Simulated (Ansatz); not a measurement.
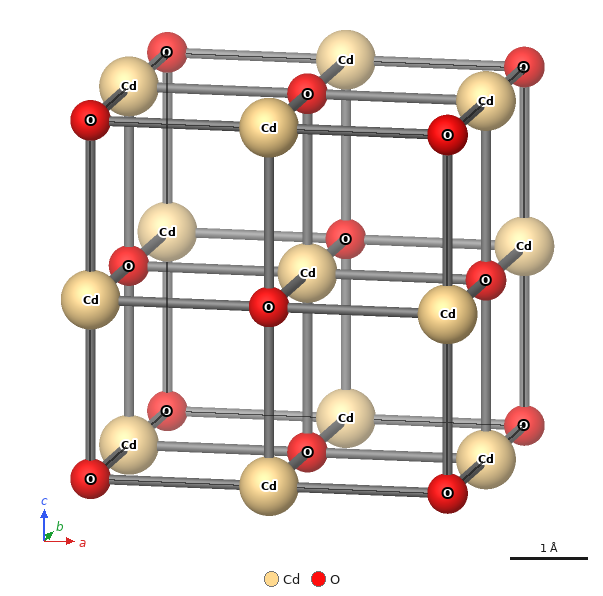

The crystal in a ball-and-stick representation, seen slightly off an axis. Atoms at the boundary of the conventional unit cell (the box) are drawn once for each face, edge or corner they touch. Cell: a = 4.77 Å, b = 4.77 Å, c = 4.77 Å, α = 90.00°, β = 90.00°, γ = 90.00°.

The cell started as a structure type filled with these elements by a generator (whether the compound takes this form wasn't checked). Earlier steps of the study may have refined or changed the cell and positions. An electronic-structure calculation with Ansatz was run on it.

**Explain the picture.**

Its composition is CdO. The structure has Fm-3m (No. 225) symmetry and a face-centred cubic lattice. This arrangement goes by the name rock salt (NaCl type). The cell holds 8 atoms (4 Cd, 4 O), Z = 4. About every Cd there are six O in an octahedral arrangement at about 2.4 Å. O sits among six Cd in an octahedral arrangement at about 2.4 Å. The bonds build a three-dimensional framework.

Run with Ansatz 0.2.0, DFT PBE, scalar-relativistic, plane waves, PAW and these settings: a plane-wave cutoff of 420 eV, k-points about 0.11 Å⁻¹ apart, Gaussian smearing of 0.1 eV, no spin polarisation.

**Metal or not?**

A metal: bands cross the Fermi level.

**What net charge does each kind of atom have (Bader)?**

Cd +1.17 e; O -1.17 e.

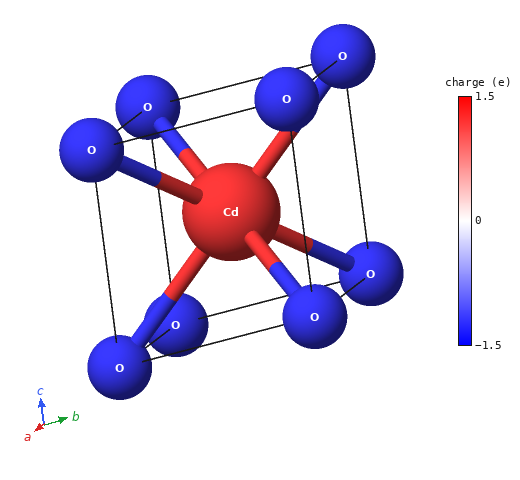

The atoms coloured by those charges. The run's cell of 2 atoms is drawn, so axes and origin can differ from the first picture.

**Does the calculation find this structure at rest?**

Yes. All forces vanish to within 0.01 eV/Å. The pressure is 0.0 GPa, close to zero.
